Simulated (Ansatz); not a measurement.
# Calculations on Zn

Part 1: Relaxation

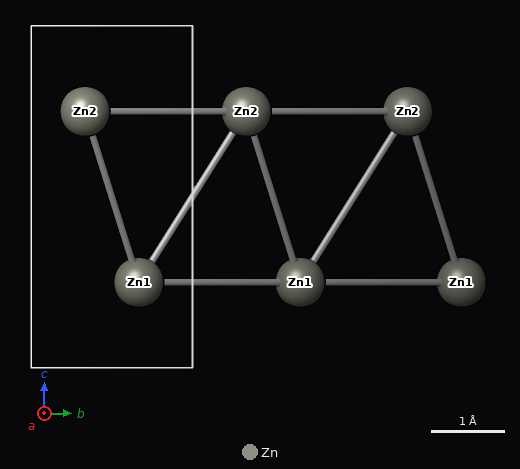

A crystal of Zn (set up in P6_3/mmc), before the relaxation. A ball-and-stick model of the cell of the calculation, repeated 1 × 3 × 1 with one cell outlined, seen along the a axis.

Case: volume × 0.94, shape and atoms relaxed.

These are results of Ansatz 0.2.0, DFT PBEsol, scalar-relativistic, plane waves, PAW, not measurements.

Input
```yaml
crystal:
  lattice:
    - [2.5640357632, 0.0, 0.0]
    - [-1.2820178816, 2.2205201071, 0.0]
    - [0.0, 0.0, 4.7047485396]
  atoms:
    - { symbol: Zn, position: [0.3333333333, 0.6666666667, 0.25] }
    - { symbol: Zn, position: [0.6666666667, 0.3333333333, 0.75] }
basis:
  ecutwfc: 420
kpoints:
  mp_grid: { grid: [18, 18, 8] }
hamiltonian:
  xc: pbesol
scf:
  occupations: { method: gaussian, width: 0.1 }
output:
  forces: true
  stress: true
  eigenvalues: true
relax:
  adjacent_minimum: "off"
  f_tol: 0.01
  max_steps: 30
  cell: { stress_tol: 0.1, fix: [volume] }
```

Launched with:
```bash
ansatz run input.yaml --threads 1 --pin off --max-ram 2560MiB --backend cpu --events-out ev --progress --plain --runs-dir out
```

Q: Predict the outcome.

A: The atoms keep their places relative to the cell (all moves are under 0.005 Å). The drawn cell changes at constant volume: a = b 2.564 → 2.573 Å (+0.4 %), c 4.705 → 4.670 Å (−0.7 %). Near-neighbour distances that change, for instance: Zn1–Zn2 2.779 → 2.768 Å, Zn1–Zn1 2.564 → 2.573 Å. The space group stays P6_3/mmc (No. 194). After 3 accepted moves (4 points after the start) the energy has fallen by 0.4 meV per atom. All forces vanish by symmetry, so only the cell relaxes. The pressure goes from 5.86 to 5.61 GPa. The SCF was repeated once at an unchanged geometry on a basis and grid sized afresh for the cell, which shifted the energy by less than 0.05 meV per atom at most. The run took 26 s on 1 thread of Intel(R) Xeon(R) Platinum 8259CL CPU @ 2.50GHz (Skylake/Cascade Lake), on a shared host, peak memory 0.42 GiB.

Part 2: Relaxation

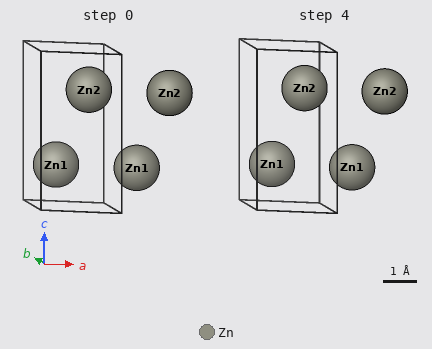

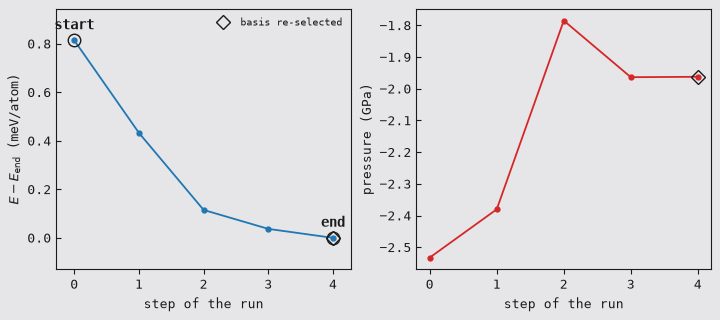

First and last geometry of a relaxation of solid Zn (set up in P6_3/mmc), with the history of the run. A spheres-only model of the cell of the calculation, repeated 2 × 1 × 1 with one cell outlined, seen slightly off an axis.

Case: volume × 1.03, shape and atoms relaxed.

Level of theory: Ansatz, DFT PBEsol, scalar-relativistic, plane waves, PAW. (plane-wave cutoff 420 eV; k-point mesh 18 × 18 × 8; occupations gaussian; smearing width 0.1 eV; no spin polarisation; cell relaxed at fixed volume; force threshold 0.01 eV/Å; at most 30 steps)

**Did the run converge, and what did it change?**

It converged. No atom moves by more than 0.005 Å relative to the cell. The drawn cell changes at constant volume: a = b 2.618 → 2.601 Å (−0.7 %), c 4.944 → 5.009 Å (+1.3 %). Near-neighbour distances that change, for instance: Zn1–Zn2 2.897 → 2.920 Å, Zn1–Zn1 2.618 → 2.601 Å. The space group stays P6_3/mmc (No. 194). After 3 accepted moves (4 points after the start) the energy has fallen by 0.8 meV per atom. All forces vanish by symmetry, so only the cell relaxes. The pressure goes from −2.53 to −1.96 GPa. The SCF was repeated once at an unchanged geometry on a basis and grid sized afresh for the cell, which shifted the energy by less than 0.05 meV per atom at most. The run took 38 s on 1 thread of Intel(R) Xeon(R) Platinum 8259CL CPU @ 2.50GHz (Skylake/Cascade Lake), on a shared host, peak memory 0.43 GiB.

```
step  E − E(0), meV/atom  pressure, GPa                      note
   0                0.00          -2.53                          
   1               -0.38          -2.38                          
   2               -0.70          -1.78                          
   3               -0.78          -1.96                          
   4               -0.81          -1.96  same geometry, new basis
```

Part 3: A change

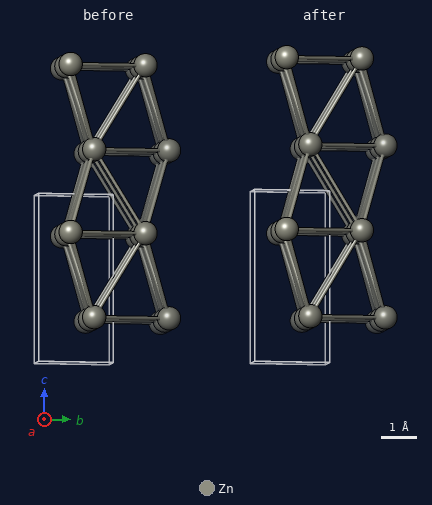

Left: crystalline Zn (set up in P6_3/mmc). Right: the same structure after one change, at the same scale. Style: ball-and-stick. Shown: the cell of the calculation, repeated 3 × 2 × 2 with one cell outlined, from a free direction.

Level of theory: Ansatz, DFT PBEsol, scalar-relativistic, plane waves, PAW. Set-up: plane-wave cutoff 420 eV; k-point mesh 18 × 18 × 8; occupations gaussian; smearing width 0.1 eV; no spin polarisation.

Which change leads from the left to the right?

Answer. The volume is changed by +3.0 %. The cell's shape and the atoms are relaxed at that volume.

What does the change do?

Answer. The energy rises by 2.5 meV per atom. The pressure goes from 0.0 to −2.0 GPa. Cell: a = b 2.593 → 2.601 Å (+0.3 %), c 4.895 → 5.009 Å (+2.3 %). Volume +3.0 %. No atom moves by more than 0.005 Å relative to the cell. Among the bonded contacts that change: Zn–Zn 2.869 → 2.920 Å, Zn–Zn 2.593 → 2.601 Å. The space group stays P6_3/mmc (No. 194).
